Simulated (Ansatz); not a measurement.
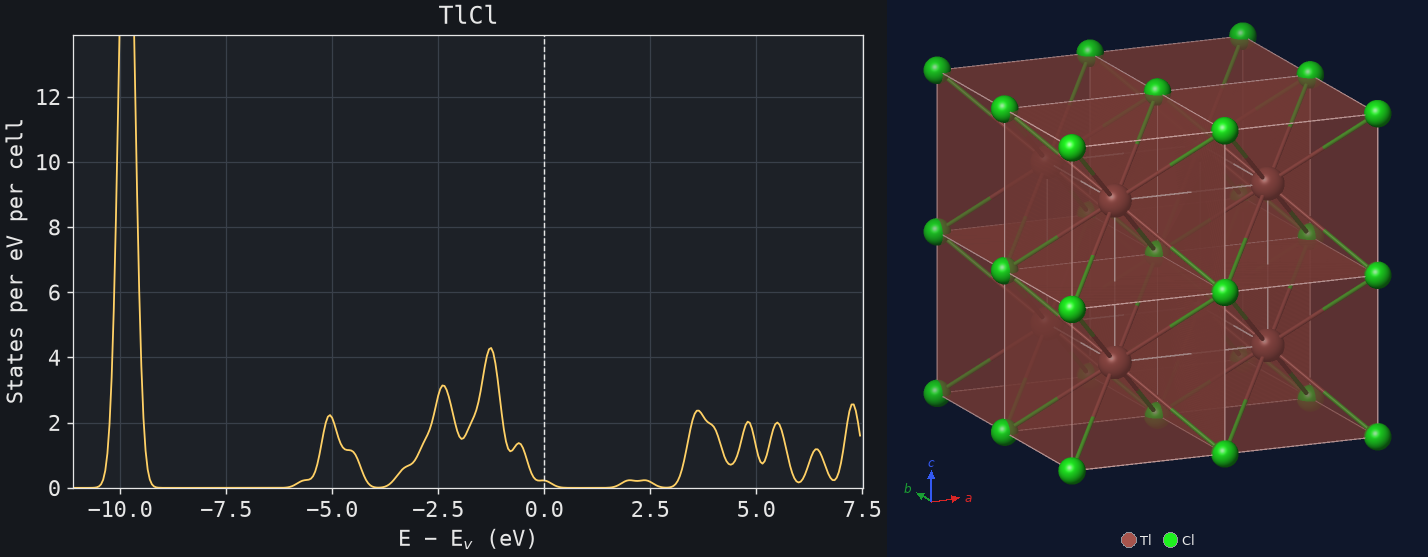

Density of states, beside the structure. Energies are counted from the top of the valence band. The curve is built from the levels of the k mesh with Gaussians 0.4 eV wide, which also blur the band edges.

This input was run:

```
crystal:
  lattice:
    - [3.7936346963, 0.0, 0.0]
    - [0.0, 3.7936346963, 0.0]
    - [0.0, 0.0, 3.7936346963]
  atoms:
    - { symbol: Tl, position: [0.0, 0.0, 0.0] }
    - { symbol: Cl, position: [0.5, 0.5, 0.5] }
kpoints:
  mp_grid: { grid: [4, 4, 4] }
hamiltonian:
  xc: pbe
scf:
  occupations: { method: fixed }
  n_extra_bands: 4
output:
  forces: true
  stress: true
  eigenvalues: true
```

Launched with:
```bash
ansatz run input.yaml --threads 4 --pin off --max-ram 3686MiB --backend cpu --events-out ev --progress --plain --runs-dir out
```

**Is there a gap at the Fermi level, and how wide?**

There is a gap; over the k points computed it is 1.99 eV (direct among those points).

**How wide is the upper valence band?**

The upper group of valence states starts about 3.4 eV under the valence-band top, with a gap beneath it; it holds about 6 electrons a cell.

Spin-orbit coupling is left out, which matters for Tl.
